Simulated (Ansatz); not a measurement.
Geometry relaxation of BN (part 2 of 2)

BN (4 atoms in the cell); DFT PBE+D3(BJ), scalar-relativistic, plane waves, PAW, no spin polarisation (Ansatz 0.2.0); cutoff 420 eV, 12×12×4 k-mesh, Gaussian smearing of 0.02 eV. The structure derives from an entry of the Crystallography Open Database.

Geometry of the input (Å; fractional positions):
```
2.4982  0.0000  0.0000
-1.2491  2.1635  0.0000
0.0000  0.0000  6.6357
B  0.3333  0.6667  0.2500
B  0.6667  0.3333  0.7500
N  0.3333  0.6667  0.7500
N  0.6667  0.3333  0.2500
```

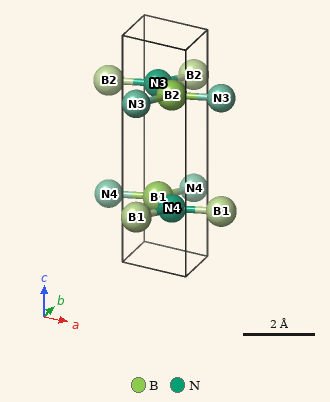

The geometry at step 2 of the log (ball-and-stick view of the cell of the calculation, seen slightly off an axis; neighbours outside the cell are drawn fainter; atoms are numbered from 1 in the order of the input).

## Log, continued
```
SCF iter   1: F=—  HF=-1085.372240 eV  |F-HF|=—  |Δ(HF+E_count)|=         —  Δρ=4.91e-5  dr2=1.20e-7  ethr=1.26e-7  ⟨swp⟩=3.1  Hψ=6057  notcnv=0
preconditioner: auto → none  [insulator: Δε(μ)=4.274 eV  Ē_g=15.824 eV  σ=0.020 eV  W_gap=1.00  n_scr=4 (ndim 8)  ℏωp=24.8 eV  f_vac=0.019  D(μ)=0.00/eV (n_scr^D=0)  ε∞_Penn≈3.4]
SCF iter   2: F=—  HF=-1085.372237 eV  |F-HF|=—  |Δ(HF+E_count)|=   3.61e-6  Δρ=2.44e-5  dr2=2.95e-8  ethr=7.50e-10  ⟨swp⟩=2.3  Hψ=1043  notcnv=0
SCF iter   3: F=—  HF=-1085.372238 eV  |F-HF|=—  |Δ(HF+E_count)|=   1.37e-6  Δρ=3.32e-6  dr2=2.94e-9  ethr=1.84e-10  ⟨swp⟩=2.5  Hψ=1239  notcnv=0
SCF iter   4: F=—  HF=-1085.372238 eV  |F-HF|=—  |Δ(HF+E_count)|=  7.03e-10  Δρ=6.05e-7  dr2=6.61e-11  ethr=1.84e-11  ⟨swp⟩=2.0  Hψ=1073  notcnv=0
SCF iter   5: F=-1085.372238 eV  HF=-1085.372238 eV  |F-HF|=6.82e-13  |Δ(HF+E_count)|=  3.41e-11  Δρ=1.01e-7  dr2=1.91e-12  ethr=1.00e-12  ⟨swp⟩=5.6  Hψ=2857  notcnv=0
SCF 4 converged in 5 iterations: F = -1085.372238 eV  dr2 = 1.91e-12
relax step   4: F+E_penalty+E_count = -1085.37223798 eV  Δ(F+E_penalty+E_count) = -3.621e-4 eV  max|allowed force component| = 4.834e-16 eV/Å  Δτ_max = 0.0000 Å  P = +0.033 GPa  Ω = 35.992 Å³  stress off target by 5.77e-2 GPa  SCF on the basis re-selected at this cell (its energy is not comparable with the rows above)  (5 SCF iters)
basis re-selected at this cell: Δ(F+E_penalty+E_count) = -3.621e-4 eV, ΔP = +0.019 GPa vs the last step (what re-selecting the basis moved, of the pressure what is left beyond the Pulay correction that the steps carried, after the strain that the cell walked since its last selection, with what the two solves' SCF thresholds leave and, on support functions, any second-order correction that the steps lacked; it is no measure of the basis error at this ecutwfc). This SCF's stress stands 5.77e-2 GPa from its target on what of the cell is left free (relax.cell.stress_tol is 5.00e-2 GPa) and its largest allowed force component is 4.83e-16 eV/Å (relax.f_tol is 5.00e-3 eV/Å): not within both, so this SCF does not close the relaxation
Crystal: 4 atoms, lattice volume = 35.984 Å³
iter 1 solved again at ethr=1.70e-9 eV; its pass at ethr=3.10e-3 eV (dr2=2.73e-7 eV) is discarded
SCF iter   1: F=—  HF=-1085.372282 eV  |F-HF|=—  |Δ(HF+E_count)|=         —  Δρ=3.11e-5  dr2=1.96e-7  ethr=1.70e-9  ⟨swp⟩=2.6  Hψ=5326  notcnv=0
preconditioner: auto → none  [insulator: Δε(μ)=4.274 eV  Ē_g=15.823 eV  σ=0.020 eV  W_gap=1.00  n_scr=4 (ndim 8)  ℏωp=24.8 eV  f_vac=0.019  D(μ)=0.00/eV (n_scr^D=0)  ε∞_Penn≈3.4]
SCF iter   2: F=—  HF=-1085.372275 eV  |F-HF|=—  |Δ(HF+E_count)|=   6.85e-6  Δρ=1.66e-5  dr2=4.95e-8  ethr=1.22e-9  ⟨swp⟩=1.7  Hψ=818  notcnv=0
SCF iter   3: F=—  HF=-1085.372275 eV  |F-HF|=—  |Δ(HF+E_count)|=   4.61e-8  Δρ=6.95e-6  dr2=1.44e-8  ethr=3.09e-10  ⟨swp⟩=2.2  Hψ=1124  notcnv=0
SCF iter   4: F=-1085.372275 eV  HF=-1085.372275 eV  |F-HF|=2.48e-11  |Δ(HF+E_count)|=   4.05e-9  Δρ=9.16e-7  dr2=1.34e-10  ethr=5.20e-11  ⟨swp⟩=6.9  Hψ=3394  notcnv=0
SCF 5 converged in 4 iterations: F = -1085.372275 eV  dr2 = 1.34e-10
relax step   5: F+E_penalty+E_count = -1085.37227512 eV  Δ(F+E_penalty+E_count) = -3.714e-5 eV  max|allowed force component| = 3.007e-16 eV/Å  Δτ_max = 0.0000 Å  P = -0.001 GPa  Ω = 35.984 Å³  energy of the carried Pulay correction = +3.581e-5 eV  (4 SCF iters, dr2 threshold 8.31e-9 eV, accepted)
iter 1 solved again at ethr=1.25e-7 eV; its pass at ethr=3.10e-3 eV (dr2=1.99e-5 eV) is discarded
SCF iter   1: F=—  HF=-1085.372263 eV  |F-HF|=—  |Δ(HF+E_count)|=         —  Δρ=2.69e-6  dr2=4.06e-10  ethr=1.25e-7  ⟨swp⟩=3.1  Hψ=6025  notcnv=0
eigensolver tolerance schedule: the retry pair's looser diagonalisation over-reported the residual by 49145.12 of it (diagonalisation noise at an unbounded share of the residual, at the tolerance the schedule requests for it); recorded, not acted on — ethr = c·dr2/N_el stays at c = 1.0e-1
SCF iter   2: F=—  HF=-1085.372255 eV  |F-HF|=—  |Δ(HF+E_count)|=   7.78e-6  Δρ=1.42e-6  dr2=1.13e-10  ethr=2.54e-12  ⟨swp⟩=3.0  Hψ=1448  notcnv=0
SCF iter   3: F=-1085.372255 eV  HF=-1085.372255 eV  |F-HF|=2.34e-10  |Δ(HF+E_count)|=   1.43e-9  Δρ=5.92e-7  dr2=3.33e-11  ethr=1.00e-12  ⟨swp⟩=6.5  Hψ=3377  notcnv=0
SCF 6 converged in 3 iterations: F = -1085.372255 eV  dr2 = 3.33e-11
relax step   6: F+E_penalty+E_count = -1085.37225541 eV  Δ(F+E_penalty+E_count) = +1.971e-5 eV  max|allowed force component| = 2.082e-16 eV/Å  Δτ_max = 0.0000 Å  P = -0.002 GPa  Ω = 35.984 Å³  stress off target by 5.16e-3 GPa  SCF on the basis re-selected at this cell (its energy is not comparable with the rows above)  (3 SCF iters)
basis re-selected at this cell: Δ(F+E_penalty+E_count) = +1.971e-5 eV, ΔP = -0.001 GPa vs the last step (what re-selecting the basis moved, of the pressure what is left beyond the Pulay correction that the steps carried, after the strain that the cell walked since its last selection, with what the two solves' SCF thresholds leave and, on support functions, any second-order correction that the steps lacked; it is no measure of the basis error at this ecutwfc). This SCF's stress stands 5.16e-3 GPa from its target on what of the cell is left free (relax.cell.stress_tol is 5.00e-2 GPa) and its largest allowed force component is 2.08e-16 eV/Å (relax.f_tol is 5.00e-3 eV/Å): within both
SCF converged after 3 iterations
Free energy (F): -1085.372255 eV
Harris-Foulkes:  -1085.372255 eV  (|F-HF|=2.34e-10)
Internal energy: -1085.372255 eV  (E = F + TS)
E sigma→0 (E₀):  -1085.372255 eV
Fermi energy:    6.905747 eV
--- Per-component energies (eV) ---
  E_band       = -37.444566
  E_kinetic    = 366.656033
  E_local      = -688.571482  (includes V_loc(G=0)·N_el)
  E_nonlocal   = 115.602307
  E_hartree    = 221.652722
  E_xc         = -184.395221
  E_vxc        = -228.775823  (∫ρ·V_xc dr)
  E_paw        = -413.613784  (= ΣΔE_a)
  E_vpaw       = -45.661354  (= ΣTr[D̂ρ^β])
  E_aug_tail   = 0.000205  (compensation charges beyond the density's cutoff)
  E_ewald      = -502.136729
  E_disp       = -0.566306  (pairwise vdW)
  E_smearing   = -0.000000  (= −TS)
  E_closure    = 0.000000  (closes the sum)
  Σ components = -1085.372255   (vs F -1085.372255, Δ=0.00e0)
--- Forces (eV/Å), atoms counted from 1 ---
  atom   1  B      0.00000000     0.00000000     0.00000000
  atom   2  B     -0.00000000    -0.00000000    -0.00000000
  atom   3  N      0.00000000     0.00000000     0.00000000
  atom   4  N     -0.00000000    -0.00000000    -0.00000000
  max |Σ_I F_I| component: 5.55e-17 eV/Å
--- Stress (GPa, compression-positive) ---
       -0.000698      -0.000000      -0.000000
       -0.000000      -0.000698       0.000000
       -0.000000       0.000000      -0.005162
  P = ⅓ Tr σ = -0.0022 GPa (-0.022 kbar)
--- Band table (eV; the first three rows and the last of 57) ---
  k-point 0: bands = ["-13.0132", "-12.7097", "-1.4465", "0.7208", "3.4368", "3.4368", "3.4745", "3.4745", "10.0570", "15.1212", "16.3187", "16.3187"]
  k-point 1: bands = ["-12.9711", "-12.7567", "-1.1826", "0.3281", "3.4426", "3.4426", "3.4698", "3.4698", "10.7634", "14.2318", "16.3373", "16.3373"]
  k-point 2: bands = ["-12.8664", "-12.8664", "-0.4882", "-0.4882", "3.4559", "3.4559", "3.4559", "3.4559", "12.4378", "12.4378", "16.3817", "16.3817"]
  k-point 56: bands = ["-9.2050", "-9.2050", "-3.1062", "-3.1062", "-2.3768", "-2.3768", "4.7689", "4.7689", "9.4065", "9.4065", "16.7805", "16.7805"]
--- Relaxed structure (4 steps of the walk, 4 accepted, 2 SCFs on fresh bases) ---
  F+E_penalty+E_count = -1085.37225541 eV   max|allowed force component| = 2.082e-16 eV/Å   (the final SCF, on the basis selected at the relaxed cell)
  cell:  # Å, volume = 35.9843 Å³
    - [2.5064254176492518, -3.623106480954724e-33, -1.9452920703112615e-34]
    - [-1.2532127088246259, 2.1706280843752737, 9.99253123711123e-22]
    - [-5.166987395453031e-34, 3.0647670409196273e-21, 6.6141239333682975]
  atoms:
    - { symbol: B, position: [0.33333333333333326, 0.6666666666666665, 0.24999999999999997] }
    - { symbol: B, position: [0.6666666666666666, 0.33333333333333326, 0.7499999999999999] }
    - { symbol: N, position: [0.33333333333333326, 0.6666666666666665, 0.7499999999999999] }
    - { symbol: N, position: [0.6666666666666666, 0.33333333333333326, 0.24999999999999997] }
```

## Trajectory as extended XYZ (Å, eV, eV/Å), 6 frames, from step=1 to step=6
```
4
Lattice="2.4982 0.0000 0.0000 -1.2491 2.1635 0.0000 0.0000 0.0000 6.6357" Properties=species:S:1:pos:R:3:forces:R:3 step=1 energy=-1085.36963 pressure_GPa=2.35
B     0.0000    1.4424    1.6589    0.0000   0.0000   0.0000
B     1.2491    0.7212    4.9768    0.0000   0.0000   0.0000
N     0.0000    1.4424    4.9768    0.0000   0.0000   0.0000
N     1.2491    0.7212    1.6589    0.0000   0.0000   0.0000
4
Lattice="2.5034 0.0000 0.0000 -1.2517 2.1680 0.0000 0.0000 0.0000 6.6206" Properties=species:S:1:pos:R:3:forces:R:3 step=2 energy=-1085.37173 pressure_GPa=0.85
B     0.0000    1.4453    1.6552    0.0000   0.0000   0.0000
B     1.2517    0.7227    4.9655    0.0000   0.0000   0.0000
N     0.0000    1.4453    4.9655    0.0000   0.0000   0.0000
N     1.2517    0.7227    1.6552    0.0000   0.0000   0.0000
4
Lattice="2.5063 0.0000 0.0000 -1.2531 2.1705 0.0000 0.0000 0.0000 6.6163" Properties=species:S:1:pos:R:3:forces:R:3 step=3 energy=-1085.37188 pressure_GPa=0.01
B     0.0000    1.4470    1.6541    0.0000   0.0000   0.0000
B     1.2531    0.7235    4.9622    0.0000   0.0000   0.0000
N     0.0000    1.4470    4.9622    0.0000   0.0000   0.0000
N     1.2531    0.7235    1.6541    0.0000   0.0000   0.0000
4
Lattice="2.5063 0.0000 0.0000 -1.2531 2.1705 0.0000 0.0000 0.0000 6.6163" Properties=species:S:1:pos:R:3:forces:R:3 step=4 energy=-1085.37224 pressure_GPa=0.03
B     0.0000    1.4470    1.6541    0.0000   0.0000   0.0000
B     1.2531    0.7235    4.9622    0.0000   0.0000   0.0000
N     0.0000    1.4470    4.9622    0.0000   0.0000   0.0000
N     1.2531    0.7235    1.6541    0.0000   0.0000   0.0000
4
Lattice="2.5064 0.0000 0.0000 -1.2532 2.1706 0.0000 0.0000 0.0000 6.6141" Properties=species:S:1:pos:R:3:forces:R:3 step=5 energy=-1085.37227 pressure_GPa=-0.00
B     0.0000    1.4471    1.6535    0.0000   0.0000   0.0000
B     1.2532    0.7235    4.9606    0.0000   0.0000   0.0000
N     0.0000    1.4471    4.9606    0.0000   0.0000   0.0000
N     1.2532    0.7235    1.6535    0.0000   0.0000   0.0000
4
Lattice="2.5064 0.0000 0.0000 -1.2532 2.1706 0.0000 0.0000 0.0000 6.6141" Properties=species:S:1:pos:R:3:forces:R:3 step=6 energy=-1085.37225 pressure_GPa=-0.00
B     0.0000    1.4471    1.6535    0.0000   0.0000   0.0000
B     1.2532    0.7235    4.9606    0.0000   0.0000   0.0000
N     0.0000    1.4471    4.9606    0.0000   0.0000   0.0000
N     1.2532    0.7235    1.6535    0.0000   0.0000   0.0000
```

## Results in brief

```json
{"quantity": "outcome", "value": "converged"}
{"quantity": "space group (tolerance 0.01 Å)", "value": "P6₃/mmc (194)"}
{"quantity": "electrons treated", "value": "16"}
{"quantity": "free energy", "value": "−1085.3723 eV"}
{"quantity": "Fermi energy", "value": "6.906 eV"}
{"quantity": "gap on the k-point mesh", "value": "4.27 eV"}
{"quantity": "pressure", "value": "0.00 GPa"}
{"quantity": "final volume", "value": "35.98 Å³"}
{"quantity": "largest force (length of the vector) at the end", "value": "under 0.001 eV/Å"}
{"quantity": "final cell", "value": "a = 2.506 Å, b = 2.506 Å, c = 6.614 Å, α = 90.00°, β = 90.00°, γ = 120.00°"}
{"quantity": "hardware", "value": "4 threads of Oxide Virtual Turin-like (Zen 5), 32 GiB of memory available, shared host"}
{"quantity": "wall time", "value": "3.5 s (CPU time 9.3 s)"}
{"quantity": "peak memory", "value": "0.37 GiB"}
```
